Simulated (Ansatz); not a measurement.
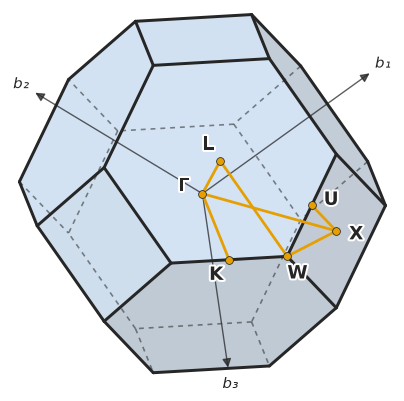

For SiO₂, coordinates from a relaxation with DFT, PBE, PAW with Ansatz's default frozen-core files, scalar-relativistic (Ansatz); the starting structure was generated, so it need not be a known form of this composition: the first Brillouin zone and its special points. Symmetry computed with spglib at a tolerance of 0.002 Å; standard conventional cell.

Space group Fm-3m (No. 225); a = 4.581 Å, b = 4.581 Å, c = 4.581 Å, α = 90.00°, β = 90.00°, γ = 90.00°.

Labels and path follow the convention of Hinuma et al. (2017), as computed by seekpath; the arrows show the directions of the reciprocal primitive vectors b₁, b₂, b₃, in which coordinates are given; lengths include the factor 2π.

List the special points with their coordinates and distances from Γ.

```json
{"point": "Γ", "k₁": "0", "k₂": "0", "k₃": "0", "length of k (1/Å)": "0.000"}
{"point": "X", "k₁": "1/2", "k₂": "0", "k₃": "1/2", "length of k (1/Å)": "1.372"}
{"point": "L", "k₁": "1/2", "k₂": "1/2", "k₃": "1/2", "length of k (1/Å)": "1.188"}
{"point": "W", "k₁": "1/2", "k₂": "1/4", "k₃": "3/4", "length of k (1/Å)": "1.534"}
{"point": "K", "k₁": "3/8", "k₂": "3/8", "k₃": "3/4", "length of k (1/Å)": "1.455"}
{"point": "U", "k₁": "5/8", "k₂": "1/4", "k₃": "5/8", "length of k (1/Å)": "1.455"}
```

What is the zone's volume?

(2π)³ over the primitive cell's volume of 24.03 Å³: 10.3 Å⁻³.
